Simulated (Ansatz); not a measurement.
Consider LiH.

The calculation's input:

```
crystal:
  lattice:
    - [0.0, 1.8699, 2.1138]
    - [1.8699, 0.0, 2.1138]
    - [1.8699, 1.8699, 0.0]
  atoms:
    - { symbol: Li, position: [0.0, 0.0, 0.0] }
    - { symbol: H, position: [0.5, 0.5, 0.5] }
basis:
  ecutwfc: 420
kpoints:
  mp_grid: { grid: [10, 10, 10] }
hamiltonian:
  xc: pbe
scf:
  occupations: { method: gaussian, width: 0.05 }
output:
  forces: true
  stress: true
  eigenvalues: true
  write_density: true
  write_potential: true
  elf: true
  volumetric_format: npy
```

Launched as:

```sh
ansatz run input.yaml --threads 1 --pin off --max-ram 2560MiB --backend cpu --events-out ev --progress --plain --runs-dir out
```

Below, planes, directions and counts refer to the conventional cell (a = 2.64 Å, b = 2.64 Å, c = 4.23 Å, α = 90.00°, β = 90.00°, γ = 90.00°).

Space group I4/mmm; changed on purpose from its base cell (strain -0.080 along x and y, +0.040 along z, atoms carried along); computed pressure about 5 GPa in this cell.

Theory: DFT PBE, scalar-relativistic, plane waves, PAW in Ansatz 0.2.0.

### Predict the valence pseudo-density and electron localisation function between the atoms.

Li–H (1.87 Å): the density is about 0.16 e/Å³ at the midpoint; the ELF climbs to about 1 towards the hydrogen: a hydride-like H with a filled shell, bound largely ionically.
Li–H (2.11 Å): the density is about 0.11 e/Å³ at the midpoint; the ELF climbs to about 1 towards the hydrogen; an ionic contact to a hydride ion.

### Does the calculation give a band gap?

It is gapped, with a Kohn–Sham gap of 1.5 eV on the k-point mesh, an upper bound to the gap of this method.

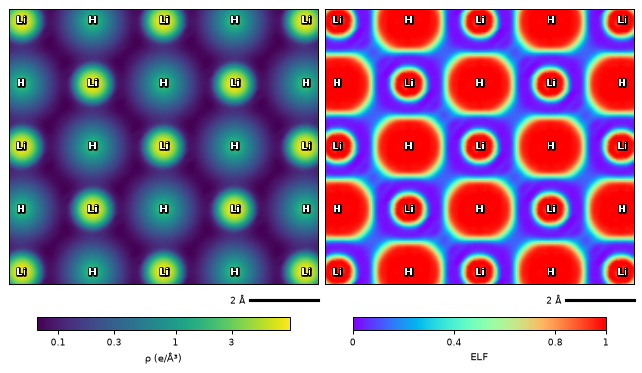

Computed valence pseudo-density and electron localisation function on the (110) plane of the conventional cell, in this order. 

Core electrons are frozen (PAW), and the valence fields are smoothed inside the atomic spheres.
